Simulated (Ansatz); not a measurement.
## Electronic structure of Fe2Pt3 in real space

Input

```
crystal:
  lattice:
    - [1.3736859868, 0.7930979909, 11.0850815988]
    - [-1.3736859868, 0.7930979909, 11.0850815988]
    - [0.0, -1.5861959319, 11.0850816024]
  atoms:
    - { symbol: Fe, position: [0.899092, 0.899092, 0.899092], spin: 3.31 }
    - { symbol: Fe, position: [0.100908, 0.100908, 0.100908], spin: 3.31 }
    - { symbol: Pt, position: [0.296032, 0.296032, 0.296032], spin: 0.37 }
    - { symbol: Pt, position: [0.5, 0.5, 0.5], spin: 0.37 }
    - { symbol: Pt, position: [0.703968, 0.703968, 0.703968], spin: 0.37 }
basis:
  ecutwfc: 420
kpoints:
  mp_grid: { grid: [18, 18, 18] }
  band_path:
    path:
      - [[0.0, 0.0, 0.0], [0.5, 0.5, 0.5], [0.82992074, 0.17007926, 0.5]]
      - [[0.5, -0.17007926, 0.17007926], [0.5, 0.0, 0.0], [0.0, 0.0, 0.0], [0.33503963, -0.33503963, 0.0]]
      - [[0.66496037, 0.0, 0.33503963], [0.5, 0.0, 0.5], [0.0, 0.0, 0.0]]
    npoints: 14
hamiltonian:
  xc: pbe
scf:
  occupations: { method: gaussian, width: 0.1 }
  n_extra_bands: 12
output:
  forces: true
  stress: true
  eigenvalues: true
  populations: true
  dos: { projected: true, de: 0.02, nscf_kmesh: { grid: [22, 22, 22] } }
  bader: true
  write_density: true
  write_potential: true
  elf: true
  volumetric_format: npy
magnetization:
  spin_polarized: true
checkpoint:
  read: start.run
  write: ck
  compress: false
  write_wavefunctions: false
  write_every: 100000
```

Command:

```sh
ansatz run input.yaml --threads 4 --pin off --max-ram 8192MiB --backend cpu --events-out ev --progress --plain --runs-dir out
```

Below, planes, directions and counts refer to the conventional cell (a = 2.75 Å, b = 2.75 Å, c = 33.26 Å, α = 90.00°, β = 90.00°, γ = 120.00°).

Space group R-3m; a structure generated by program, which may or may not match a known phase; spin-polarised.

Method: DFT PBE, scalar-relativistic, plane waves, PAW in Ansatz.

In a PAW calculation such maps are meaningful between the atoms, not at the nuclei.

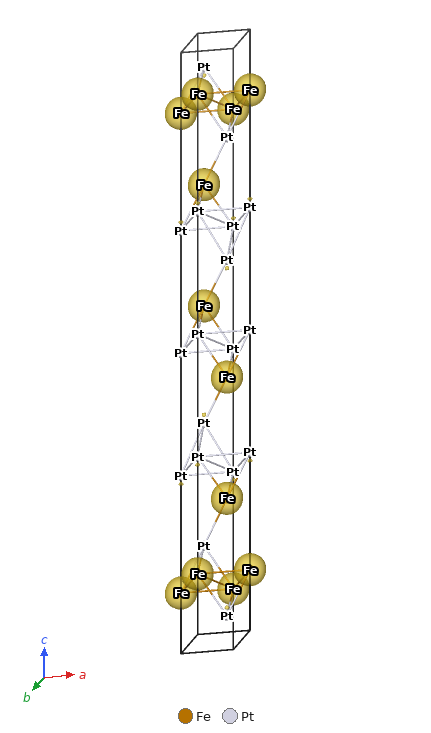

Figure 1. Isosurface of the magnetisation density (up minus down) at +0.2 e/Å³ (yellow), seen at an oblique angle. Sticks mark near contacts.

Which atoms carry the moments, and with what signs?

The spin density sits on Fe: +3.0 μB (×6) in one cell of 15 atoms, with smaller moments on other sites: Pt (up to +0.34 μB): parallel main moments (a ferromagnetic arrangement) in this solution. The cell of the calculation (5 atoms) carries 6.9 μB of net spin moment.

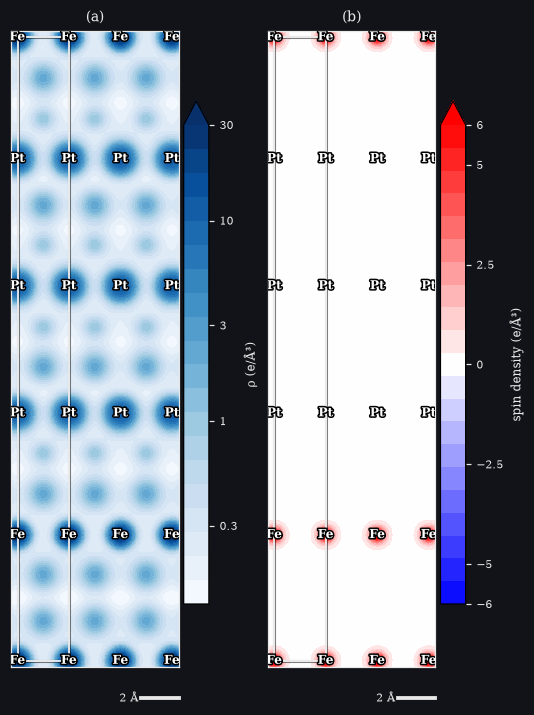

Figure 2. (a) valence electron density; (b) magnetisation density (up minus down) on the (100) plane of the conventional cell.

What do the fields say about this system?

- The section cuts through Fe and Pt sites.
- Atoms just off the plane (Fe, 0.8 Å away and Pt, 0.8 Å away) can leave unmarked features too.
- Fe–Fe (2.75 Å): ρ at the midpoint is about 0.22 e/Å³.
- Pt–Pt (2.75 Å): the density is about 0.4 e/Å³ at the midpoint.
- Between the atoms the lowest density in this plane is 0.12 e/Å³.

Metal or insulator at this level of theory?

It is metallic or semimetallic at this level of theory: no gap opens.

Which way does charge flow, and how much by Bader's partition?

Electrons move from Fe towards Pt. Bader charges: Fe +0.56 and Pt −0.52 to −0.30 e.
